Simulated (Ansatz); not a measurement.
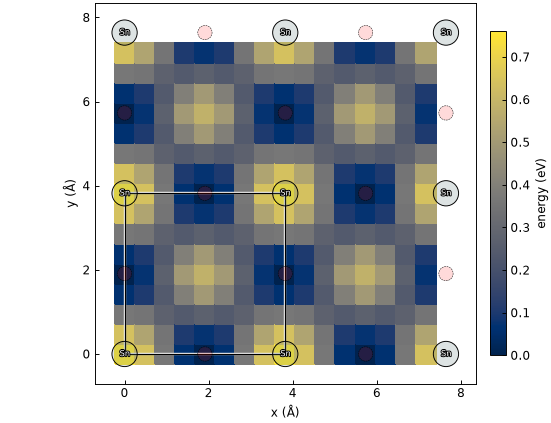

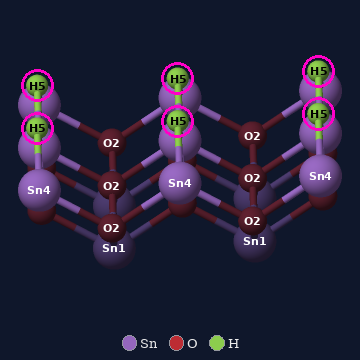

Energy landscape of H on a two-dimensional sheet of SnO (4 atoms of substrate and one adsorbate in a 1 × 1 cell). H is moved over the surface cell; relaxed at each place: the height of the adsorbate's atoms; substrate rigid; the origin of the map has the adsorbate above Sn4. Places are given modulo a cell vector. The map is drawn in real space over the plane of the surface. The scan uses an 8 × 8 grid; 15 points were computed and 49 follow by symmetry. Energies: eV, counted from the lowest grid point. Energies and slopes of some neighbouring points disagree (a jump in structure or state, or too coarse a mesh). The magnetic moment jumps between some neighbouring points. With one adsorbate in each 1 × 1 cell, its nearest image is 3.8 Å away, so neighbouring adsorbates interact. Computed with DFT PBE+D3(BJ), scalar-relativistic, plane waves, PAW (Ansatz 0.2.0). Settings: cutoff 420 eV, k-mesh 7×7×1, gaussian smearing 0.05 eV, spin-polarised.

In the figure: one coloured cell a grid point, labelled circles for the atoms of the top layer and small ones for the second layer, the outline of one cell of the 2 × 2 shown. The second picture is the structure at the lowest point; rings mark the moved atoms.

Q: Where are the lowest and the highest points?

A: The lowest grid point is at a bridge site between two Sn atoms, over a second-layer O atom, (0/8, 4/8) of the cell vectors. The same energy is found at a bridge site between two Sn atoms, over a second-layer O atom, (4/8, 0/8) of the cell vectors. The highest grid point, the top site over a surface Sn atom, (0/8, 0/8) of the cell vectors, lies 0.760 eV above the lowest. At the lowest point the adsorbate has 2 Sn at 2.23 Å as nearest neighbours, at the highest 1 Sn at 2.01 Å. Its relaxed height above the top atom is 1.16 Å at the lowest and 2.01 Å at the highest point.

Grid values (eV):

| second ↓, first → | 0/8 | 1/8 | 2/8 | 3/8 | 4/8 | 5/8 | 6/8 | 7/8 |
| --- | --- | --- | --- | --- | --- | --- | --- | --- |
| 7/8 | 0.640 | 0.538 | 0.352 | 0.103 | 0.071 | 0.103 | 0.352 | 0.538 |
| 6/8 | 0.363 | 0.352 | 0.271 | 0.240 | 0.268 | 0.240 | 0.271 | 0.352 |
| 5/8 | 0.065 | 0.103 | 0.240 | 0.398 | 0.497 | 0.398 | 0.240 | 0.103 |
| 4/8 | 0.000 | 0.071 | 0.268 | 0.497 | 0.585 | 0.497 | 0.268 | 0.071 |
| 3/8 | 0.065 | 0.103 | 0.240 | 0.398 | 0.497 | 0.398 | 0.240 | 0.103 |
| 2/8 | 0.363 | 0.352 | 0.271 | 0.240 | 0.268 | 0.240 | 0.271 | 0.352 |
| 1/8 | 0.640 | 0.538 | 0.352 | 0.103 | 0.071 | 0.103 | 0.352 | 0.538 |
| 0/8 | 0.760 | 0.640 | 0.363 | 0.065 | 0.000 | 0.065 | 0.363 | 0.640 |

The whole map (15 points run) took 21 min on 1 thread of AMD EPYC 9R45 96-Core Processor (Zen 5), with other jobs on the host.

PAW datasets: the set soft_1.
